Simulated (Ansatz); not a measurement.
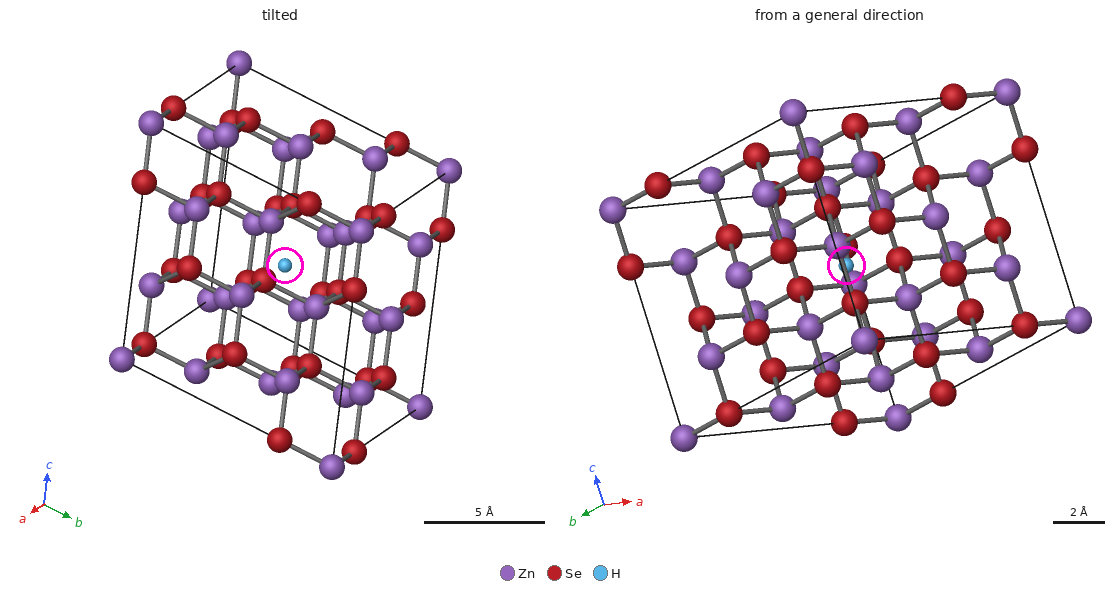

Crystal structure, ball-and-stick style, seen slightly off an axis and from a general direction. The lines enclose the supercell; boundary atoms appear with their images. The host is ZnSe, in a cell of 32 sites, and the cell is neutral. A ring marks the defect's site.

Question: Spot the defect.

Answer: An interstitial hydrogen atom. It is bonded to no bonds drawn.

Level of theory and settings: DFT PBE, scalar-relativistic, plane waves, PAW (Ansatz), plane waves up to 420 eV, 2×2×2 k-points, Gaussian smearing of 0.01 eV, collinear spins.

Question: Does the cell have a net magnetic moment?

Answer: Yes, 1.0 μB in the cell.

The atoms were relaxed in the host's cell with DFT PBE, scalar-relativistic, plane waves, PAW in Ansatz.
